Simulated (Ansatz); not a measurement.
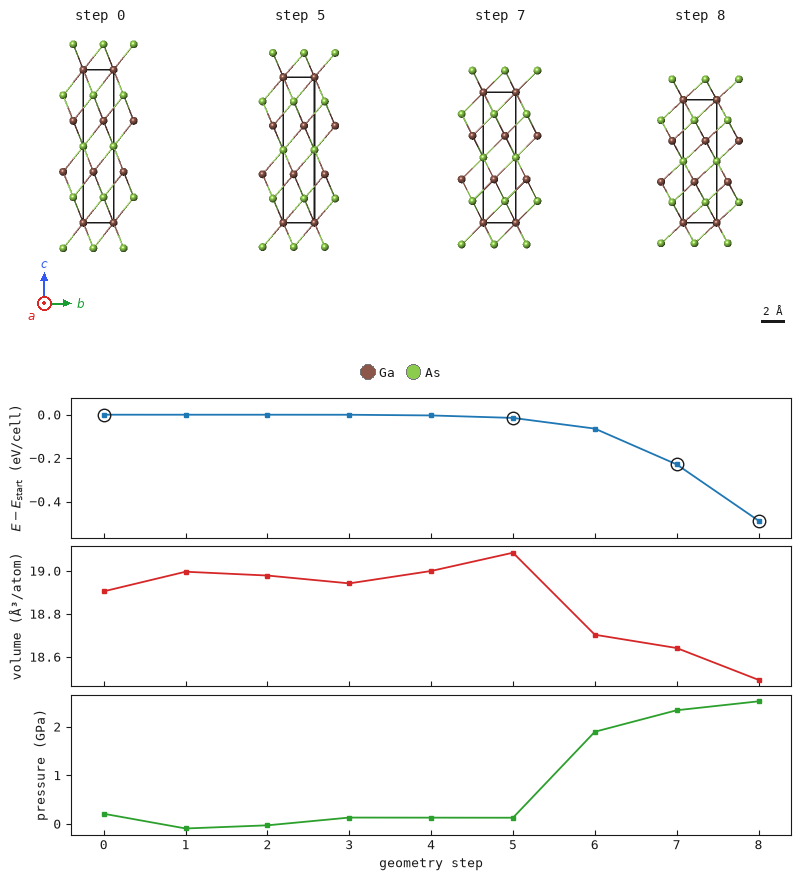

Frames of a relaxation of solid GaAs (built on the CuPt (L1_1)_166 type), marked on the history of the run. A ball-and-stick model of the conventional cell (3 times the calculation's cell), seen along the a axis. Lengths and directions refer to the drawn axes.

Case: CuPt (L1_1) type (R-3m, No. 166).

Computed with DFT r2SCAN, scalar-relativistic, plane waves, PAW (Ansatz 0.2.0). (plane-wave cutoff 500 eV; k-point mesh 24 × 24 × 24; occupations gaussian; smearing width 0.1 eV; no spin polarisation; cell and atoms relaxed; force threshold 0.01 eV/Å; at most 80 steps)

What happens along the run?

Answer. The run was cut off at its time limit before the relaxation converged, so the last structure is only a point on the way. Over 8 geometry steps the energy falls by 0.488 eV per cell of the calculation. All forces vanish by symmetry, so only the cell relaxes. The pressure goes from 0.21 to 2.52 GPa. The atoms keep their places relative to the cell (all moves are under 0.005 Å). Cell: a = b 3.103 → 3.423 Å (+10.3 %), c 13.603 → 10.937 Å (−19.6 %). Volume −2.2 %. Among the contacts that change: As–As 3.103 → 3.423 Å, As–Ga 2.890 → 2.688 Å. Bond angles that change, for instance: Ga–As–Ga 115.0° → 100.9°, As–Ga–As 115.0° → 100.9°, As–Ga–As 65.0° → 79.1°. The space group stays R-3m (No. 166). From step 0 to 5: volume +1.0 %, energy −14.8 meV per cell of the calculation. From step 5 to 7: volume −2.3 %, energy −0.214 eV per cell of the calculation. From step 7 to 8: volume −0.8 %, energy −0.259 eV per cell of the calculation.

```tsv
step	E − E(0), meV/atom	pressure, GPa	volume, Å³/atom
0	0.00	0.21	18.905
1	-0.02	-0.09	18.996
2	-0.04	-0.03	18.979
3	-0.12	0.13	18.942
4	-1.70	0.13	19.000
5	-7.40	0.13	19.085
6	-32.03	1.90	18.703
7	-114.46	2.34	18.641
8	-244.05	2.52	18.493
```
